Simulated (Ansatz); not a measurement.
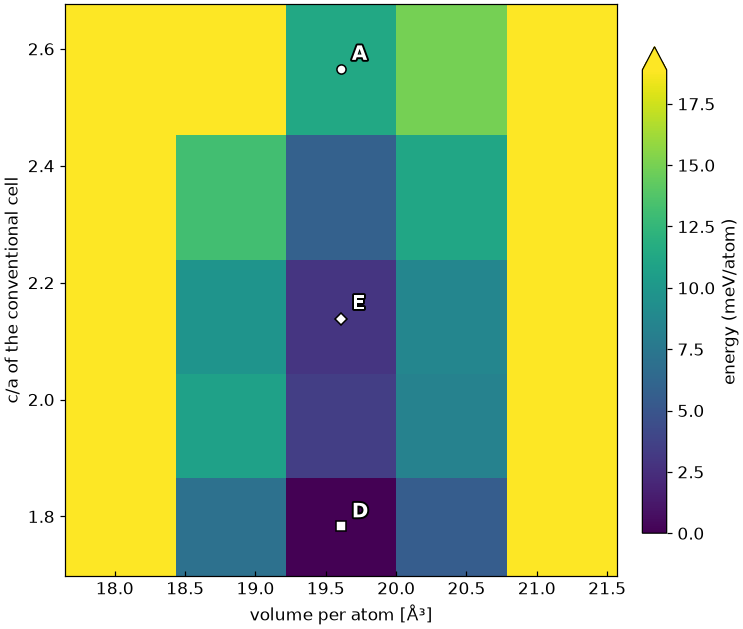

Ga3Sb (I4/mmm, No. 139; 4 atoms in the cell). The energy is mapped over volume and the cell's shape. First axis: volume per atom. Second axis: c/a of the conventional cell. Nothing is relaxed (symmetry fixes all fractional coordinates). The scan uses a 5 × 5 grid. Points are written as (first, second). Energies: meV/atom, counted from the lowest grid point. Theory: DFT PBEsol+D3(BJ), scalar-relativistic, plane waves, PAW in Ansatz. Settings: cutoff 420 eV, k-mesh 14×14×14, gaussian smearing 0.15 eV, no spin polarisation.

In the figure: one coloured cell a grid point, one colour for all values above the top of the scale, lettered points.

### Is A the lowest point of the computed grid?

No. A lies 11.3 meV/atom above the lowest grid point, which is at (19.61 Å³, 1.783).

### Rank the lettered points by energy, lowest first.

D (0.0 meV/atom), E (2.9 meV/atom), A (11.3 meV/atom).

PAW datasets: the set soft_1.
